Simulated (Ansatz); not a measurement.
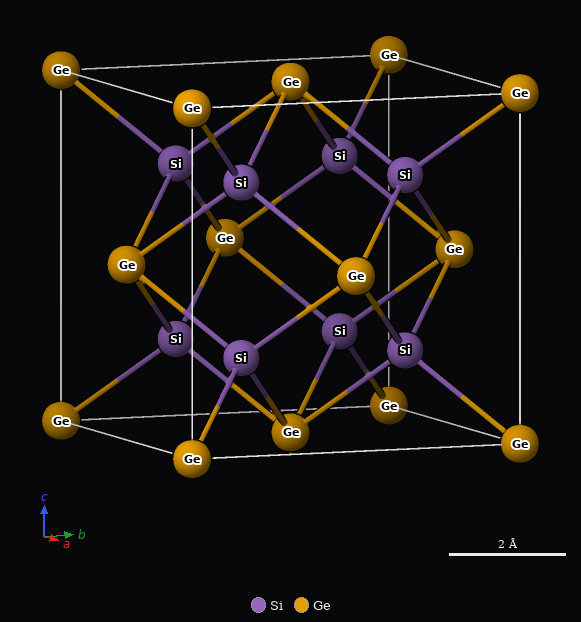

The structure as given in the input (ball-and-stick view of the cell 4 times as large as that of the calculation, set on its symmetry axes, seen slightly off an axis). Near neighbours in the crystal (not all of them lie inside the picture): Si has 4 Ge at 2.64 Å; Ge has 8 Si at 2.64 Å.

**GeSi2: geometry relaxation**

The run: geometry relaxation of GeSi2 (3 atoms in the cell). Method and program: DFT r2SCAN, scalar-relativistic, plane waves, PAW, no spin polarisation (Ansatz 0.2.0).

The structure was made by swapping elements on the sites of another compound; it need not be a known phase. It belongs to a series of runs on one base structure; here: fluorite type (Fm-3m, No. 225).

Input file:
```yaml
crystal:
  lattice:
    - [0.0, 3.0512599805, 3.0512599805]
    - [3.0512599805, 0.0, 3.0512599805]
    - [3.0512599805, 3.0512599805, 0.0]
  atoms:
    - { symbol: Si, position: [0.25, 0.25, 0.25] }
    - { symbol: Si, position: [0.75, 0.75, 0.75] }
    - { symbol: Ge, position: [0.0, 0.0, 0.0] }
basis:
  ecutwfc: 500
kpoints:
  mp_grid: { grid: [14, 14, 14] }
hamiltonian:
  xc: r2scan
scf:
  occupations: { method: gaussian, width: 0.1 }
output:
  forces: true
  stress: true
  eigenvalues: true
relax:
  adjacent_minimum: "off"
  f_tol: 0.01
  max_steps: 80
  cell: { stress_tol: 0.05 }
```

Hardware: 1 thread of Intel Xeon @ 2.50GHz (Skylake/Cascade Lake), 192 GiB of memory available, shared host.

Run as:
```bash
ansatz run input.yaml --threads 1 --pin off --max-ram 2560MiB --backend cpu --events-out ev --progress --plain --runs-dir out
```

The program's output:
```
Engine: ansatz 0.2.0, x86_64-unknown-linux-gnu
Pseudopotentials: kind: paw
Pseudopotential: Si, paw, valence charge 4, recommended cutoff 500 eV (meta_gga), Si.paw.azcp
Pseudopotential: Ge, paw, valence charge 14, recommended cutoff 500 eV (meta_gga), Ge.paw.azcp
Functional definition: r2SCAN
  parameter k0 = 0.174
  parameter k1 = 0.065
  parameter a1 = 4.9479
  exchange = r2scan_x(k0 = k0, k1 = k1, a1 = a1)
  correlation = r2scan_c
Crystal: 3 atoms, lattice volume = 56.816 Å³
Basis set: ecut = 500 eV, 1459 PW (Γ), exchange–correlation on 128×128×128 points (64 copies of the dense FFT grid, shifted against one another)
Bands: 15, of which v1, the nominal top of the filled ones, is band 11 counted from 1 (10 counted from 0)
Symmetry: 48 space group operations
Space group: Fm-3m (ITA 225), of the structure as read, at distance tolerance 3.8e-5 Å
k-points: 104 of 2744
Non-local potential: Si, projectors of the file, l = 0: 2, l = 1: 2, l = 2: 2
Non-local potential: Ge, projectors of the file, l = 0: 2, l = 1: 2, l = 2: 3, l = 3: 1
PAW form: soft (Blöchl's): semilocal exchange-correlation on the pseudo side does not see the compensation charge
PAW frozen core: Si, regenerated for the run's functional (the file was generated under x = pbe(κ = 0.804, μ = 0.2195149727645171), c = pbe(β = 0.06672455060314922))
PAW frozen core: Ge, regenerated for the run's functional (the file was generated under x = pbe(κ = 0.804, μ = 0.2195149727645171), c = pbe(β = 0.06672455060314922))
PAW one-centre angular grid: Si, 302 points (default); XC on 160 Gauss nodes
PAW one-centre angular grid: Ge, 590 points (default); XC on 160 Gauss nodes
Initial density: superposition of atomic densities (neutral atoms: chi_scale 0, normalization atom), corrected by the library's trained network
Initial wavefunctions: pseudopotential atomic-orbital guess
Functional: x = r2scan, c = r2scan; τ floored in thin density (d = 2e-4 eV/Å³)
SCF iter   1: F=—  HF=-5578.590945 eV  |F-HF|=—  |Δ(HF+E_count)|=         —  Δρ=6.17e-3  dr2=2.25e-2  dr2_τ=3.72e-3  ethr=1.77e-3  ⟨swp⟩=5.3  Hψ=8808  notcnv=0
preconditioner: auto → Kerker (q_TF=auto, 2.329 Å⁻¹)  [metal: Δε(μ)=0.008 eV  Ē_g=8.563 eV  σ=0.100 eV  W_gap=0.05  n_scr=14 (ndim 8)  ℏωp=17.1 eV  f_vac=0.000  D(μ)=1.73/eV (n_scr^D=14)]
SCF iter   2: F=—  HF=-5578.604848 eV  |F-HF|=—  |Δ(HF+E_count)|=   1.39e-2  Δρ=3.17e-3  dr2=5.93e-3  dr2_τ=2.07e-5  ethr=1.02e-4  ⟨swp⟩=2.0  Hψ=3944  notcnv=0  defer=4
SCF iter   3: F=—  HF=-5578.603868 eV  |F-HF|=—  |Δ(HF+E_count)|=   9.80e-4  Δρ=1.76e-3  dr2=1.72e-3  dr2_τ=9.16e-6  ethr=2.70e-5  ⟨swp⟩=1.0  Hψ=1570  notcnv=0  defer=4
SCF iter   4: F=—  HF=-5578.603416 eV  |F-HF|=—  |Δ(HF+E_count)|=   4.52e-4  Δρ=1.91e-4  dr2=2.17e-5  dr2_τ=1.21e-7  ethr=7.80e-6  ⟨swp⟩=2.0  Hψ=2068  notcnv=0  defer=4
SCF iter   5: F=—  HF=-5578.603438 eV  |F-HF|=—  |Δ(HF+E_count)|=   2.18e-5  Δρ=6.30e-5  dr2=3.37e-6  dr2_τ=1.51e-8  ethr=9.85e-8  ⟨swp⟩=2.2  Hψ=2686  notcnv=0  defer=4
SCF iter   6: F=—  HF=-5578.603438 eV  |F-HF|=—  |Δ(HF+E_count)|=   1.16e-7  Δρ=1.60e-5  dr2=3.21e-7  dr2_τ=1.14e-9  ethr=1.53e-8  ⟨swp⟩=2.7  Hψ=2723  notcnv=0  defer=4
SCF iter   7: F=-5578.603438 eV  HF=-5578.603438 eV  |F-HF|=4.64e-9  |Δ(HF+E_count)|=   2.18e-8  Δρ=4.35e-6  dr2=2.15e-8  dr2_τ=6.54e-11  ethr=4.55e-10  ⟨swp⟩=5.1  Hψ=5854  notcnv=0
SCF 1 converged in 7 iterations: F = -5578.603438 eV  dr2 = 2.15e-8
  greatest PAW one-centre occupation: 0.998 electrons in one spin orbital (limit 2), on the Ge atom at site 2 (counted from 0), in its partial waves of l = 2
relax step   1: F+E_penalty+E_count = -5578.60343795 eV  Δ(F+E_penalty+E_count) = +0.000e0 eV  max|allowed force component| = 3.701e-17 eV/Å  Δτ_max = 0.0000 Å  P = -1.165 GPa  Ω = 56.816 Å³  (7 SCF iters, dr2 threshold 1.00e-7 eV, accepted)
Crystal: 3 atoms, lattice volume = 55.881 Å³
Basis set: ecut = 500 eV, 1411 PW (Γ), exchange–correlation on 128×128×128 points (64 copies of the dense FFT grid, shifted against one another)
Initial density: handed on by an earlier stage of this run
Initial wavefunctions: those handed on with the density
iter 1 solved again at ethr=5.71e-7 eV; its pass at ethr=3.10e-3 eV (dr2=1.26e-4 eV) is discarded
SCF iter   1: F=—  HF=-5578.605632 eV  |F-HF|=—  |Δ(HF+E_count)|=         —  Δρ=4.73e-4  dr2=1.01e-4  dr2_τ=3.53e-4  ethr=5.71e-7  ⟨swp⟩=2.2  Hψ=10071  notcnv=0
preconditioner: auto → Kerker (q_TF=auto, 2.336 Å⁻¹)  [metal: Δε(μ)=0.014 eV  Ē_g=8.632 eV  σ=0.100 eV  W_gap=0.08  n_scr=14 (ndim 8)  ℏωp=17.2 eV  f_vac=0.000  D(μ)=1.75/eV (n_scr^D=14)]
SCF iter   2: F=—  HF=-5578.607489 eV  |F-HF|=—  |Δ(HF+E_count)|=   1.86e-3  Δρ=4.53e-4  dr2=1.12e-4  dr2_τ=4.33e-7  ethr=4.60e-7  ⟨swp⟩=2.8  Hψ=3209  notcnv=0
SCF iter   3: F=—  HF=-5578.607506 eV  |F-HF|=—  |Δ(HF+E_count)|=   1.72e-5  Δρ=2.64e-4  dr2=4.51e-5  dr2_τ=1.50e-7  ethr=4.60e-7  ⟨swp⟩=1.0  Hψ=1560  notcnv=0
SCF iter   4: F=—  HF=-5578.607513 eV  |F-HF|=—  |Δ(HF+E_count)|=   6.50e-6  Δρ=6.84e-5  dr2=2.54e-6  dr2_τ=2.02e-8  ethr=2.05e-7  ⟨swp⟩=2.2  Hψ=2716  notcnv=0
SCF iter   5: F=—  HF=-5578.607513 eV  |F-HF|=—  |Δ(HF+E_count)|=   4.21e-7  Δρ=3.70e-5  dr2=1.48e-6  dr2_τ=8.69e-9  ethr=1.15e-8  ⟨swp⟩=2.5  Hψ=2452  notcnv=0
SCF iter   6: F=-5578.607512 eV  HF=-5578.607513 eV  |F-HF|=4.63e-8  |Δ(HF+E_count)|=   5.54e-8  Δρ=1.23e-5  dr2=1.51e-7  dr2_τ=5.75e-10  ethr=1.36e-9  ⟨swp⟩=3.0  Hψ=6167  notcnv=0
the search or the solves at the SCF's close seem to have found levels that the self-consistency loop had missed (the run counts 1). By its estimate they hold under 1e-12 electrons; where the run keeps them, the occupations were computed again with them
SCF 2 converged in 6 iterations: F = -5578.607512 eV  dr2 = 1.51e-7
relax step   2: F+E_penalty+E_count = -5578.60751246 eV  Δ(F+E_penalty+E_count) = -4.075e-3 eV  max|allowed force component| = 1.665e-16 eV/Å  Δτ_max = 0.0000 Å  P = -0.169 GPa  Ω = 55.881 Å³  energy of the carried Pulay correction = +1.497e-4 eV  (6 SCF iters, dr2 threshold 3.00e-7 eV, accepted)
Crystal: 3 atoms, lattice volume = 55.726 Å³
iter 1 solved again at ethr=2.92e-8 eV; its pass at ethr=3.10e-3 eV (dr2=6.43e-6 eV) is discarded
SCF iter   1: F=—  HF=-5578.607561 eV  |F-HF|=—  |Δ(HF+E_count)|=         —  Δρ=8.88e-5  dr2=3.66e-6  dr2_τ=1.01e-5  ethr=2.92e-8  ⟨swp⟩=2.0  Hψ=9801  notcnv=0
preconditioner: auto → Kerker (q_TF=auto, 2.337 Å⁻¹)  [metal: Δε(μ)=0.027 eV  Ē_g=8.645 eV  σ=0.100 eV  W_gap=0.15  n_scr=14 (ndim 8)  ℏωp=17.2 eV  f_vac=0.000  D(μ)=1.75/eV (n_scr^D=14)]
SCF iter   2: F=—  HF=-5578.607617 eV  |F-HF|=—  |Δ(HF+E_count)|=   5.61e-5  Δρ=8.38e-5  dr2=3.99e-6  dr2_τ=1.50e-8  ethr=1.66e-8  ⟨swp⟩=2.9  Hψ=3124  notcnv=0
SCF iter   3: F=—  HF=-5578.607618 eV  |F-HF|=—  |Δ(HF+E_count)|=   5.44e-7  Δρ=4.56e-5  dr2=1.45e-6  dr2_τ=4.85e-9  ethr=1.66e-8  ⟨swp⟩=1.0  Hψ=1560  notcnv=0
SCF iter   4: F=—  HF=-5578.607618 eV  |F-HF|=—  |Δ(HF+E_count)|=   1.74e-7  Δρ=1.41e-5  dr2=8.98e-8  dr2_τ=8.64e-10  ethr=6.60e-9  ⟨swp⟩=2.2  Hψ=2722  notcnv=0
SCF iter   5: F=-5578.607618 eV  HF=-5578.607618 eV  |F-HF|=7.89e-9  |Δ(HF+E_count)|=   1.73e-8  Δρ=6.34e-6  dr2=4.75e-8  dr2_τ=2.78e-10  ethr=3.23e-10  ⟨swp⟩=4.0  Hψ=5377  notcnv=0
SCF 3 converged in 5 iterations: F = -5578.607618 eV  dr2 = 4.75e-8
relax step   3: F+E_penalty+E_count = -5578.60761807 eV  Δ(F+E_penalty+E_count) = -1.056e-4 eV  max|allowed force component| = 2.405e-16 eV/Å  Δτ_max = 0.0000 Å  P = +0.003 GPa  Ω = 55.726 Å³  energy of the carried Pulay correction = +1.748e-4 eV  (5 SCF iters, dr2 threshold 7.10e-8 eV, accepted)
Initial wavefunctions: pseudopotential atomic-orbital guess (no wavefunctions were taken with the density)
iter 1 solved again at ethr=1.29e-7 eV; its pass at ethr=3.10e-3 eV (dr2=2.84e-5 eV) is discarded
SCF iter   1: F=—  HF=-5578.607446 eV  |F-HF|=—  |Δ(HF+E_count)|=         —  Δρ=1.22e-5  dr2=5.28e-8  dr2_τ=6.04e-8  ethr=1.29e-7  ⟨swp⟩=3.7  Hψ=13531  notcnv=0
preconditioner: auto → Kerker (q_TF=auto, 2.337 Å⁻¹)  [metal: Δε(μ)=0.027 eV  Ē_g=8.644 eV  σ=0.100 eV  W_gap=0.15  n_scr=14 (ndim 8)  ℏωp=17.2 eV  f_vac=0.000  D(μ)=1.75/eV (n_scr^D=14)]
SCF iter   2: F=—  HF=-5578.607447 eV  |F-HF|=—  |Δ(HF+E_count)|=   9.57e-7  Δρ=9.27e-6  dr2=3.76e-8  dr2_τ=7.46e-10  ethr=2.40e-10  ⟨swp⟩=2.1  Hψ=2735  notcnv=0
SCF iter   3: F=—  HF=-5578.607447 eV  |F-HF|=—  |Δ(HF+E_count)|=   1.75e-8  Δρ=3.95e-6  dr2=1.22e-8  dr2_τ=1.47e-10  ethr=1.71e-10  ⟨swp⟩=2.0  Hψ=2204  notcnv=0
SCF iter   4: F=—  HF=-5578.607447 eV  |F-HF|=—  |Δ(HF+E_count)|=  8.99e-10  Δρ=1.17e-6  dr2=1.45e-9  dr2_τ=1.04e-11  ethr=5.56e-11  ⟨swp⟩=2.6  Hψ=2740  notcnv=0
SCF iter   5: F=—  HF=-5578.607447 eV  |F-HF|=—  |Δ(HF+E_count)|=  2.75e-10  Δρ=2.99e-7  dr2=4.34e-11  dr2_τ=3.95e-13  ethr=6.58e-12  ⟨swp⟩=3.0  Hψ=2740  notcnv=0
SCF iter   6: F=-5578.607447 eV  HF=-5578.607447 eV  |F-HF|=9.09e-13  |Δ(HF+E_count)|=  9.09e-13  Δρ=2.74e-8  dr2=1.77e-13  dr2_τ=1.24e-14  ethr=1.00e-12  ⟨swp⟩=5.9  Hψ=6947  notcnv=0
SCF 4 converged in 6 iterations: F = -5578.607447 eV  dr2 = 1.77e-13
relax step   4: F+E_penalty+E_count = -5578.60744710 eV  Δ(F+E_penalty+E_count) = +1.710e-4 eV  max|allowed force component| = 1.974e-16 eV/Å  Δτ_max = 0.0000 Å  P = +0.002 GPa  Ω = 55.726 Å³  stress off target by 2.40e-3 GPa  SCF on the basis re-selected at this cell (its energy is not comparable with the rows above)  (6 SCF iters)
```

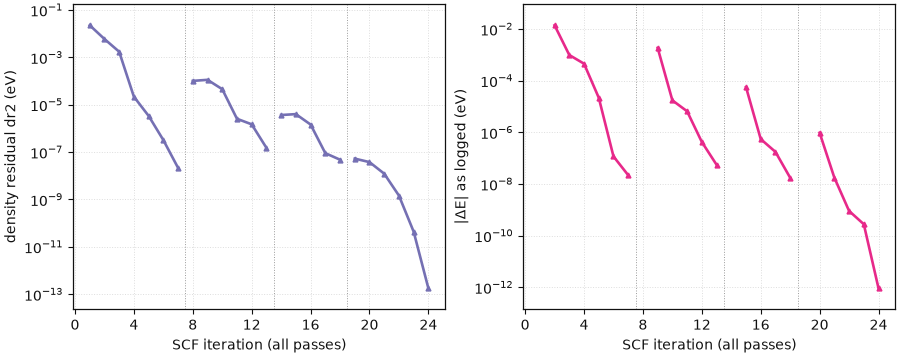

Convergence of the self-consistent field: density residual dr2 and size of the energy change against the SCF iteration. The dotted lines part the SCF passes of the relaxation: geometry steps, rejected trials and re-solves on a re-selected basis. The passes take 7, 6, 5 and 6 iterations.

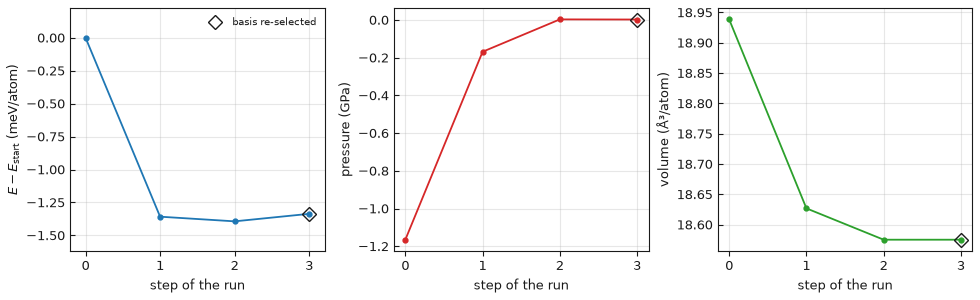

Progress of the relaxation, step by step (the first geometry is step 0 here and step 1 in the log).

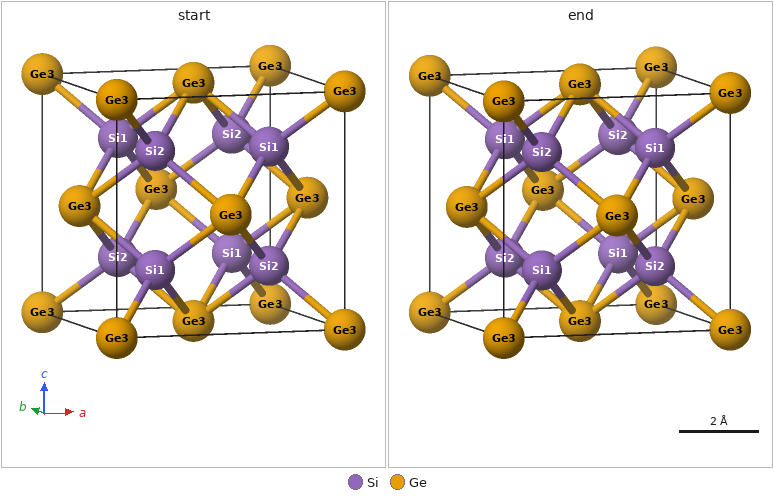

Before (left) and after (right) the relaxation, at one scale (ball-and-stick view of the cell 4 times as large as that of the calculation, set on its symmetry axes, seen slightly off an axis). Over 2 geometry steps the energy falls by 1.4 meV per atom. All forces vanish by symmetry, so only the cell relaxes. The pressure goes from −1.17 to 0.00 GPa. No atom moves by more than 0.005 Å relative to the cell. Cell: a = b = c 6.103 → 6.063 Å (−0.6 %). Volume −1.9 %. Distances before and after: Si1–Ge3 2.642 → 2.625 Å. The space group stays Fm-3m (No. 225). A last SCF at the same geometry on a re-selected plane-wave basis shifts the energy by +0.1 meV per atom. (Atoms are counted from 1 in the order of the input.)

```
basis re-selected at this cell: Δ(F+E_penalty+E_count) = +1.710e-4 eV, ΔP = -0.001 GPa vs the last step (what re-selecting the basis moved, of the pressure what is left beyond the Pulay correction that the steps carried, after the strain that the cell walked since its last selection, with what the two solves' SCF thresholds leave and, on support functions, any second-order correction that the steps lacked; it is no measure of the basis error at this ecutwfc). This SCF's stress stands 2.40e-3 GPa from its target on what of the cell is left free (relax.cell.stress_tol is 5.00e-2 GPa) and its largest allowed force component is 1.97e-16 eV/Å (relax.f_tol is 1.00e-2 eV/Å): within both
SCF converged after 6 iterations
Free energy (F): -5578.607447 eV
Harris-Foulkes:  -5578.607447 eV  (|F-HF|=9.09e-13)
Internal energy: -5578.598699 eV  (E = F + TS)
E sigma→0 (E₀):  -5578.603073 eV
Entropy (-TS):   -0.008749 eV (-2.916 meV/atom)
Fermi energy:    8.832855 eV
--- Per-component energies (eV) ---
  E_band       = -129.771527
  E_kinetic    = 188.698172
  E_local      = -2692.613712  (includes V_loc(G=0)·N_el)
  E_nonlocal   = 469.003137
  E_hartree    = 1195.631549
  E_xc         = -171.475092
  E_vxc        = -167.383371  (∫ρ·V_xc dr)
  E_paw        = -3070.585290  (= ΣΔE_a)
  E_vpaw       = -326.925886  (= ΣTr[D̂ρ^β])
  E_aug_tail   = 0.000017  (compensation charges beyond the density's cutoff)
  E_vtau       = 8.187018  (kinetic-family band-sum trace: ∫τ·v_τ [+ j·A + Jᵃ·Aᵃ] dr)
  E_ewald      = -1496.018847
  E_core_change = -1.238632  (= ΣΔE_core)
  E_smearing   = -0.008749  (= −TS)
  E_closure    = 0.000000  (closes the sum)
  Σ components = -5578.607447   (vs F -5578.607447, Δ=0.00e0)
--- Forces (eV/Å), atoms counted from 1 ---
  atom   1  Si     0.00000000    -0.00000000    -0.00000000
  atom   2  Si    -0.00000000     0.00000000     0.00000000
  atom   3  Ge     0.00000000    -0.00000000    -0.00000000
  max |Σ_I F_I| component: 7.40e-17 eV/Å
--- Stress (GPa, compression-positive) ---
        0.002396      -0.000000      -0.000000
       -0.000000       0.002396       0.000000
       -0.000000       0.000000       0.002396
  P = ⅓ Tr σ = 0.0024 GPa (0.024 kbar)
--- Band table (eV; the first three rows and the last of 104) ---
  k-point 0: bands = ["-16.6867", "-16.6867", "-16.6867", "-16.6562", "-16.6562", "-5.1917", "5.9323", "7.1165", "7.1165", "7.1165", "7.2726", "7.2726", "7.2726", "7.7700", "12.7512"]
  k-point 1: bands = ["-16.6867", "-16.6865", "-16.6865", "-16.6562", "-16.6562", "-5.1316", "5.2586", "6.3122", "6.7200", "6.7200", "7.6859", "7.6859", "7.6907", "8.9725", "12.3315"]
  k-point 2: bands = ["-16.6867", "-16.6861", "-16.6861", "-16.6561", "-16.6561", "-4.9519", "3.9269", "5.8185", "6.3130", "6.3130", "8.0961", "8.0961", "8.2572", "10.5816", "11.9051"]
  k-point 103: bands = ["-16.6867", "-16.6842", "-16.6799", "-16.6571", "-16.6547", "-1.4974", "-0.3943", "0.1985", "2.8280", "7.2065", "8.8583", "9.5728", "11.4578", "13.9354", "14.8165"]
--- Relaxed structure (3 steps of the walk, 3 accepted, 1 SCFs on fresh bases) ---
  F+E_penalty+E_count = -5578.60744710 eV   max|allowed force component| = 1.974e-16 eV/Å   (the final SCF, on the basis selected at the relaxed cell)
  cell:  # Å, volume = 55.7256 Å³
    - [3.8215290246716924e-34, 3.031620579558621, 3.031620579558621]
    - [3.031620579558621, -4.585834829606031e-34, 3.031620579558621]
    - [3.031620579558621, 3.031620579558621, -1.2993198683883754e-33]
  atoms:
    - { symbol: Si, position: [0.25, 0.25, 0.25] }
    - { symbol: Si, position: [0.7500000000000001, 0.7500000000000001, 0.7500000000000001] }
    - { symbol: Ge, position: [-1.7952253237849328e-34, 1.657152141549681e-34, 2.077398692241896e-34] }
```

Trajectory as extended XYZ (Å, eV, eV/Å), 4 frames, from step=1 to step=4:
```
3
Lattice="0.0000 3.0513 3.0513 3.0513 0.0000 3.0513 3.0513 3.0513 0.0000" Properties=species:S:1:pos:R:3:forces:R:3 step=1 energy=-5578.60344 pressure_GPa=-1.17
Si    1.5256    1.5256    1.5256    0.0000   0.0000   0.0000
Si    4.5769    4.5769    4.5769    0.0000   0.0000   0.0000
Ge    0.0000    0.0000    0.0000    0.0000   0.0000   0.0000
3
Lattice="0.0000 3.0344 3.0344 3.0344 0.0000 3.0344 3.0344 3.0344 0.0000" Properties=species:S:1:pos:R:3:forces:R:3 step=2 energy=-5578.60751 pressure_GPa=-0.17
Si    1.5172    1.5172    1.5172    0.0000   0.0000   0.0000
Si    4.5516    4.5516    4.5516    0.0000   0.0000   0.0000
Ge    0.0000    0.0000    0.0000    0.0000   0.0000   0.0000
3
Lattice="0.0000 3.0316 3.0316 3.0316 0.0000 3.0316 3.0316 3.0316 0.0000" Properties=species:S:1:pos:R:3:forces:R:3 step=3 energy=-5578.60762 pressure_GPa=0.00
Si    1.5158    1.5158    1.5158    0.0000   0.0000   0.0000
Si    4.5474    4.5474    4.5474    0.0000   0.0000   0.0000
Ge    0.0000    0.0000    0.0000    0.0000   0.0000   0.0000
3
Lattice="0.0000 3.0316 3.0316 3.0316 0.0000 3.0316 3.0316 3.0316 0.0000" Properties=species:S:1:pos:R:3:forces:R:3 step=4 energy=-5578.60745 pressure_GPa=0.00
Si    1.5158    1.5158    1.5158    0.0000   0.0000   0.0000
Si    4.5474    4.5474    4.5474    0.0000   0.0000   0.0000
Ge    0.0000    0.0000    0.0000    0.0000   0.0000   0.0000
```

Results in brief:

| quantity | value |
| --- | --- |
| outcome | converged |
| space group (tolerance 0.01 Å) | Fm-3m (225) |
| electrons treated | 22 |
| free energy | −5578.6074 eV |
| Fermi energy | 8.833 eV |
| gap on the k-point mesh | none (metallic) |
| pressure | 0.00 GPa |
| final volume | 55.73 Å³ |
| largest force (length of the vector) at the end | under 0.001 eV/Å |
| final cell | a = 4.287 Å, b = 4.287 Å, c = 4.287 Å, α = 60.00°, β = 60.00°, γ = 60.00° |
| wall time | 64 s |
| peak memory | 0.61 GiB |
